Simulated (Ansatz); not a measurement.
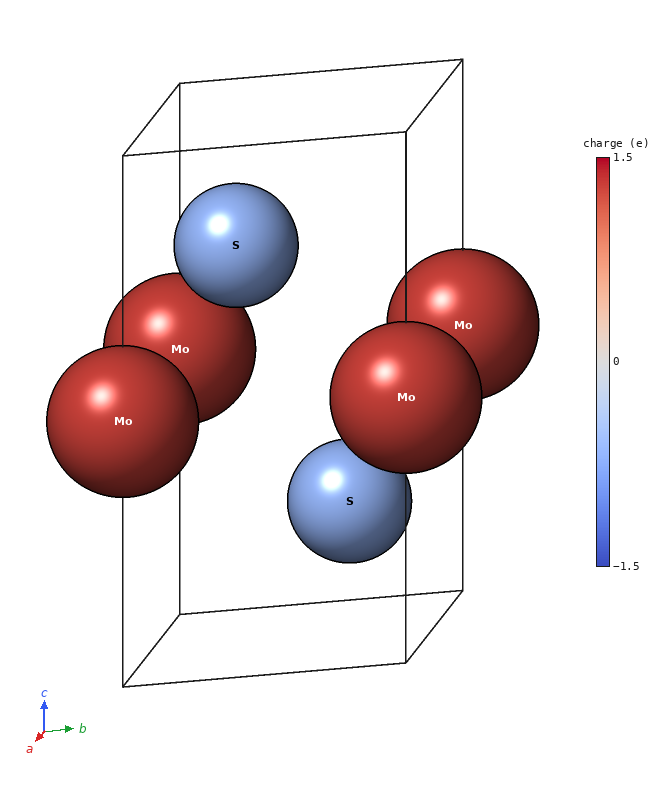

Figure: spheres-only view slightly off an axis. The parallelepiped is the simulation cell. The atoms of this MoS2 cell are coloured by their Bader charge.

The numbers come from DFT PBE+D3(BJ), scalar-relativistic, plane waves, PAW (Ansatz), using a 420 eV plane-wave basis, k-point mesh 18×18×8, Gaussian smearing of 0.1 eV, no spin polarisation.

Interpret the colouring.

Answer. Most positive: Mo; most negative: S. Charges: about Mo +1.3 e; S -0.6 e.

The structure was taken from a structure listed in the Materials Project. Earlier steps of the study may have refined or changed the cell and positions. It was the input of a calculation with Ansatz.
